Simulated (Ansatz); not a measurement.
Input file:

```
crystal:
  lattice:
    - [0.0, 2.6945131952, 2.6945131952]
    - [2.6945131952, 0.0, 2.6945131952]
    - [2.6945131952, 2.6945131952, 0.0]
  atoms:
    - { symbol: Zn, position: [0.0, 0.0, 0.0] }
    - { symbol: S, position: [0.6943313173, 0.6943313173, 0.7269412766] }
basis:
  ecutwfc: 500
kpoints:
  mp_grid: { grid: [8, 8, 8] }
hamiltonian:
  xc: r2scan
scf:
  occupations: { method: gaussian, width: 0.05 }
output:
  forces: true
  stress: true
  eigenvalues: true
  write_density: true
  write_potential: true
  elf: true
  volumetric_format: npy
```

Launched as:

```sh
ansatz run input.yaml --threads 2 --pin off --max-ram 5120MiB --backend cpu --events-out ev --progress --plain --runs-dir out
```

Below, planes, directions and counts refer to the conventional cell (a = 6.60 Å, b = 3.81 Å, c = 3.81 Å, α = 90.00°, β = 125.26°, γ = 90.00°).

Space group Cm; changed on purpose from its base cell (atom 2 (S) moved by (-0.300, -0.300) A along [1 1 0] and z); not relaxed (largest force 1.1 eV/Å); computed pressure about 3 GPa in this cell.

These are results of DFT r2SCAN, scalar-relativistic, plane waves, PAW (Ansatz 0.2.0), not measurements.

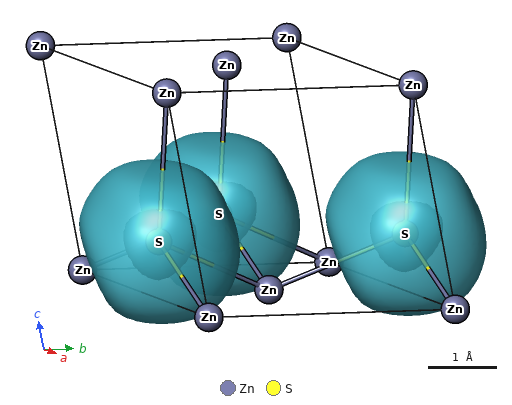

ZnS. Isosurface of the electron localisation function at 0.65 (cyan), seen slightly off an axis. Core shells and regions of very low density are left out. Sticks mark near contacts.

In a PAW calculation such maps are meaningful between the atoms, not at the nuclei.

Q: Identify the bonds, lone pairs and shells in this picture.

A: The surface consists of two regions wrapped around S (the valence shell of each), counted in one cell of 4 atoms. Regions shared between cells count once.

Values along the shortest contacts:
Zn–S (2.19 Å): the ELF peaks at about 0.90 in the valence shell of S, 0.8 Å from its nucleus, and is about 0.60 at the midpoint. Zn–S (2.30 Å): the ELF peaks at about 0.90 in the valence shell of S, 0.8 Å from its nucleus, and is about 0.60 at the midpoint.
